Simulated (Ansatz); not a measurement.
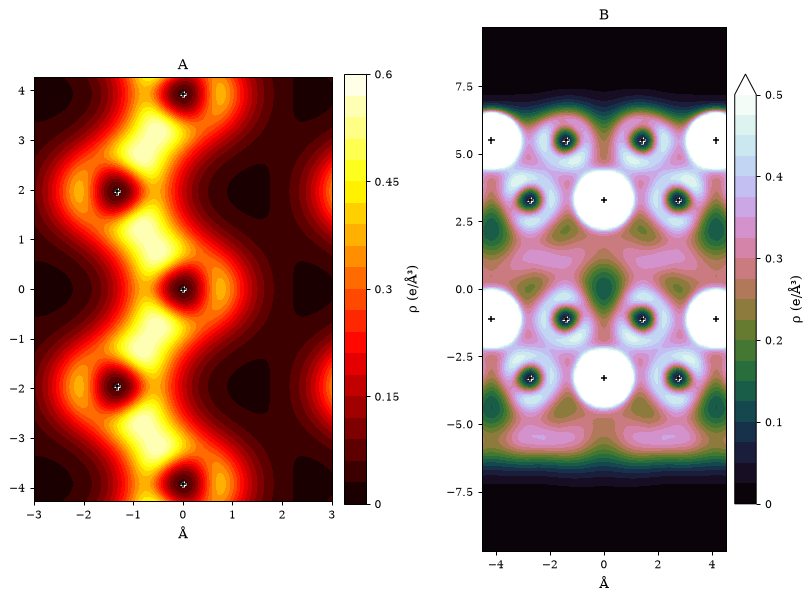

The valence electron density of 2 systems, each on a plane through atoms (crosses mark nuclei in the plane).

Method: DFT PBE, scalar-relativistic, plane waves, PAW in Ansatz 0.2.0.

System 1: Si, the (011) plane of the conventional cell. Space group Fddd; changed on purpose from its base cell (strain +0.0300 x Voigt [1, -1, 0, 0, 0, 0], atoms carried along).

```
CELL_PARAMETERS angstrom
0.00000 -5.30567 0.00000
0.00000 0.00000 5.46976
-5.63386 0.00000 0.00000
ATOMIC_POSITIONS crystal
Si 0.50000 0.00000 0.00000
Si 0.00000 0.00000 0.50000
Si 0.50000 0.50000 0.50000
Si 0.00000 0.50000 0.00000
Si 0.75000 0.25000 0.25000
Si 0.25000 0.25000 0.75000
Si 0.75000 0.75000 0.75000
Si 0.25000 0.75000 0.25000
```

System 2: TaSi₂ (slab), the (110) plane of the calculation cell, a cut from vacuum to vacuum. Not relaxed (largest force 1.3 eV/Å).

### Which map belongs to which system?

Panel A is system 1, Si: the plane holds Si. Si–Si (2.37 Å): ρ at the midpoint is about 0.56 e/Å³. Panel B is system 2, TaSi₂: the plane holds Ta and Si. Si–Si (2.57 Å): the density is about 0.38 e/Å³ at the midpoint.
